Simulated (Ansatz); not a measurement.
Si$_{64}$Mg: several calculations on one system

### Relaxation

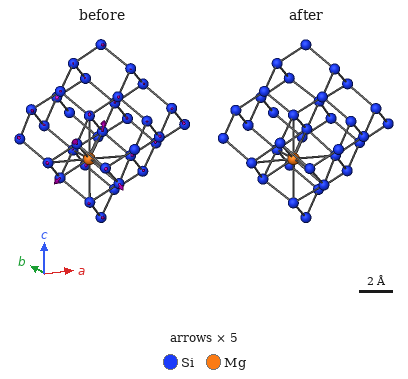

The structure of a defect cell of composition Si64Mg (cell charge +1) before (left) and after (right) a relaxation, at one scale. The purple arrows give the displacements, 5 times their true length.

A ball-and-stick model of the atoms within 5.8 Å of the atom that moves most (axes of the cell of the calculation (origin shifted)), seen slightly off an axis.

The calculation used Ansatz, DFT, PBEsol, PAW, plane waves. Settings: plane-wave cutoff 420 eV; k-point mesh 1 × 1 × 1; mesh shifted by (0.25, 0.25, 0.25); collinear spin; atoms relaxed in a fixed cell; force threshold 0.03 eV/Å; at most 80 steps.

Describe what moved and what it gained.

The energy falls by 1.099 eV per cell of the calculation in 4 geometry steps. Largest force component: 1.6 eV/Å at the start, 0.029 eV/Å at the end. The largest move is that of a Si atom, 0.18 Å along [1 2 2]. Largest moves by element: Si 0.18 Å, Mg 0.01 Å. The cell doesn't change. Near-neighbour distances that change, for instance: Mg–Si 2.330 → 2.501 Å, Mg–Si 2.365 → 2.504 Å, Si–Si 2.310 → 2.438 Å, Si–Si 2.342 → 2.440 Å. Bond angles that change, for instance: Si–Si–Si 108.0° → 114.3°, Si–Si–Si 108.9° → 114.3°, Si–Si–Mg 71.6° → 67.9°. The run took 7.4 s on 1 × NVIDIA GB300 Max-Q with 8 threads of Arm Neoverse-V2, peak memory 2 GiB.

Limits of the set-up: the cell is charged, on a uniform background, and energies carry no finite-size correction.

### Relaxation

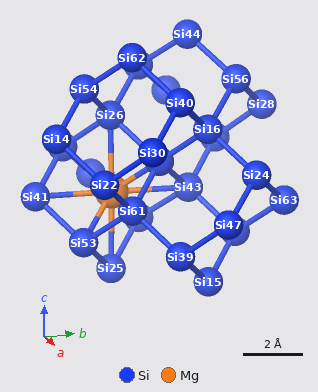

A defect cell of composition Si64Mg (cell charge +2), before the relaxation. A ball-and-stick model of the atoms within 5.0 Å of the atom that moves most (axes of the cell of the calculation (origin shifted)), seen slightly off an axis.

Computed with DFT, PBEsol, PAW, plane waves (Ansatz).

Set-up: plane-wave cutoff 420 eV; k-point mesh 1 × 1 × 1; mesh shifted by (0.25, 0.25, 0.25); no spin polarisation; atoms relaxed in a fixed cell; force threshold 0.03 eV/Å; at most 80 steps.

```xyz
65
Lattice="10.8656 0.0000 0.0000 0.0000 10.8656 0.0000 0.0000 0.0000 10.8656" Properties=species:S:1:pos:R:3 pbc="T T T"
Si    0.0308    0.0200   10.8471
Si    0.0227    0.0283    5.4182
Si   10.8516    5.4314   10.8376
Si    0.0066    5.3961    5.3975
Si    5.4530   10.8630   10.8599
Si    5.4409   10.8578    5.4331
Si    5.3828    5.4494   10.8640
Si    5.4586    5.4146    5.4115
Si    1.3522    1.3392    1.3719
Si    1.3370    1.3700    6.7782
Si    1.3655    6.7574    1.3715
Si    1.3189    6.7951    6.8314
Si    6.8018    1.3418    1.3509
Si    6.7990    1.3686    6.8077
Si    6.7843    6.8008    1.3606
Si    6.8101    6.7775    6.7944
Si    2.6859    2.7216   10.8632
Si    2.7085    2.7127    5.4348
Si    2.7277    8.1602   10.8258
Si    2.7067    8.1554    5.4102
Si    8.1492    2.7081    0.0095
Si    8.1368    2.7155    5.4110
Si    8.1322    8.1536   10.8540
Si    8.1844    8.1379    5.4104
Si    4.0923    4.0626    1.3569
Si    4.0596    4.0460    6.8003
Si    4.0955    9.5048    1.3600
Si    4.0498    9.4663    6.8209
Si    9.5012    4.0742    1.3791
Si    9.4900    4.0654    6.8137
Si    9.5182    9.5050    1.3494
Si    9.4673    9.5270    6.7957
Si    2.7553   10.8238    2.7403
Si    2.7149    0.0178    8.1204
Si    2.6827    5.4373    2.7246
Si    2.6849    5.4245    8.1557
Si    8.1448   10.8575    2.6973
Si    8.1495   10.8529    8.1445
Si    8.1266    5.4344    2.6787
Si    8.1438    5.4174    8.1661
Si    4.0622    1.3694    4.0841
Si    4.0736    1.3734    9.4948
Si    4.0779    6.8292    4.0562
Si    4.0917    6.7928    9.5066
Si    9.4948    1.3749    4.0852
Si    9.4850    1.3608    9.4910
Si    9.5202    6.7678    4.0597
Si    9.5212    6.8149    9.4849
Si    0.0336    2.6825    2.7433
Si    0.0015    2.7588    8.1752
Si    0.0056    8.1388    2.7205
Si    0.0005    8.1177    8.1495
Si    5.4786    2.6979    2.7110
Si    5.4273    2.7385    8.1625
Si    5.3990    8.1407    2.7220
Si    5.4327    8.1649    8.1589
Si    1.3607    4.0950    4.0621
Si    1.3241    4.0744    9.5370
Si    1.3596    9.5126    4.0813
Si    1.3429    9.5032    9.5330
Si    6.7874    4.0923    4.0624
Si    6.7949    4.0764    9.5269
Si    6.7827    9.5104    4.0839
Si    6.8194    9.5096    9.5356
Mg    4.0723    4.0916    4.0853
```

Where does the relaxation end?

The energy falls by 1.163 eV per cell of the calculation in 4 geometry steps. Largest force component: 1.7 eV/Å at the start, 0.0061 eV/Å at the end. The atom that moves furthest is Si8 (0.19 Å along [1 2 2]). By element the largest moves are Si 0.19 Å, Mg 0.01 Å. The lattice vectors keep their values. Near-neighbour distances that change, for instance: Si8–Mg65 2.330 → 2.512 Å, Si18–Mg65 2.363 → 2.500 Å, Si8–Si61 2.310 → 2.435 Å, Si35–Si57 2.310 → 2.428 Å. Bond angles that change, for instance: Si8–Si43–Si35 108.0° → 114.7°, Si8–Si26–Si18 108.9° → 114.7°, Si61–Si8–Mg65 71.6° → 67.6°.

History of the run:

| step | E − E(0), meV/atom | largest force component, eV/Å |
| --- | --- | --- |
| 0 | 0.00 | 1.7431 |
| 1 | -16.70 | 0.4853 |
| 2 | -17.86 | 0.0442 |
| 3 | -17.87 | 0.0314 |
| 4 | -17.89 | 0.0061 |

The end point in the same view:

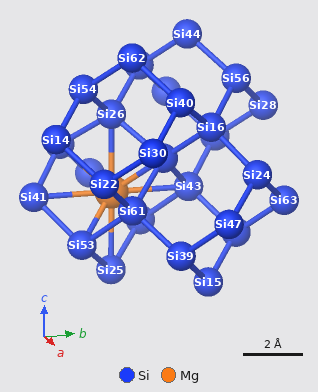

Limits of the set-up: the cell is charged, on a uniform background, and energies carry no finite-size correction.

### Defect

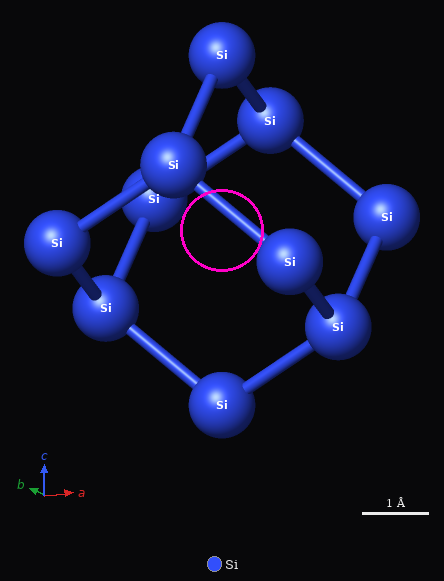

Perfect Si. The picture is a ball-and-stick view of the atoms within 3.8 Å of one point, seen slightly off an axis.

All numbers below come from Ansatz 0.2.0, DFT, PBEsol, PAW, plane waves. Set-up: plane-wave cutoff 420 eV; k-point mesh 1 × 1 × 1; mesh shifted by (0.25, 0.25, 0.25); collinear spin. Fermi-Dirac smearing of 0.01 eV. A uniform background neutralises the charged cell. The axes drawn are those of the host's conventional cell.

An extra magnesium atom is put between the host's atoms (an interstitial) at the ringed place, in charge state −1. The supercell has 64 sites, and the atoms are relaxed at the host's cell.

> Predict the relaxed surroundings of the defect.

The Mg atom starts with 10 Si at 2.35 to 2.72 Å around its place and ends with 10 Si at 2.50 to 2.77 Å. Of the host's atoms, a silicon atom moves furthest from its site, by 0.16 Å. The cell's net moment is 0.97 μB.

The relaxed defect, seen from the same direction:

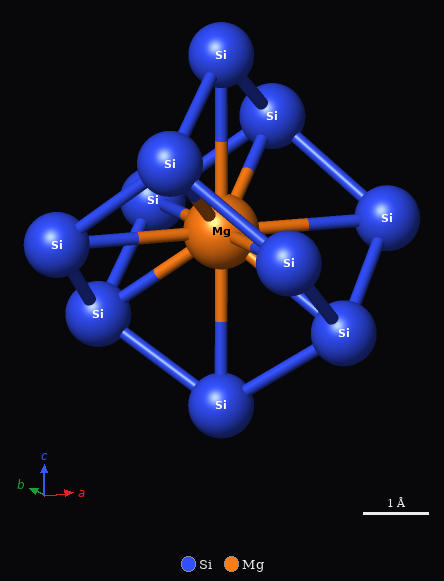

Limits of the set-up: the cell is charged, on a uniform background, and energies carry no finite-size correction.
